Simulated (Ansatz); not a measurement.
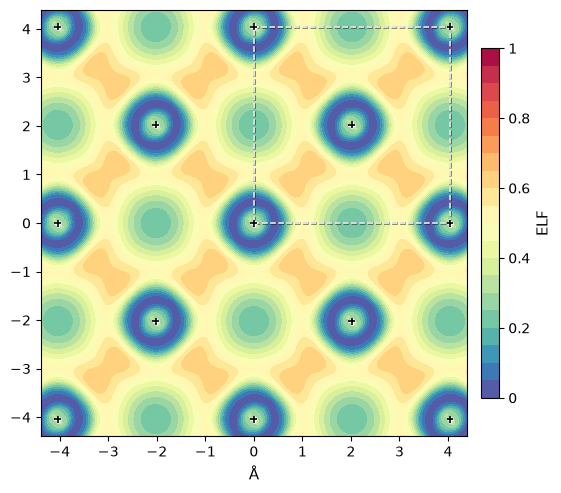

The electron localisation function on a plane through atoms (crosses mark nuclei in the plane).

Level of theory: Ansatz, DFT PBE, scalar-relativistic, plane waves, PAW.

Candidates:
A. Ga16As15 (cell with a defect), a = 9.95 Å, b = 9.95 Å, c = 9.95 Å, α = 109.47°, β = 109.47°, γ = 109.47°. Spin-polarised.
B. Al27H (cell with a defect), a = 8.57 Å, b = 8.57 Å, c = 8.57 Å, α = 60.00°, β = 60.00°, γ = 60.00°. 
C. Al, a = 4.04 Å, b = 4.04 Å, c = 4.04 Å, α = 90.00°, β = 90.00°, γ = 90.00°. Space group Fm-3m; computed without spin polarisation.

Question: Which system is this?

Answer: Candidate C: Al on the (100) plane of the conventional cell, which holds Al. Al–Al (2.86 Å): the ELF peaks at about 0.65 between the atoms.
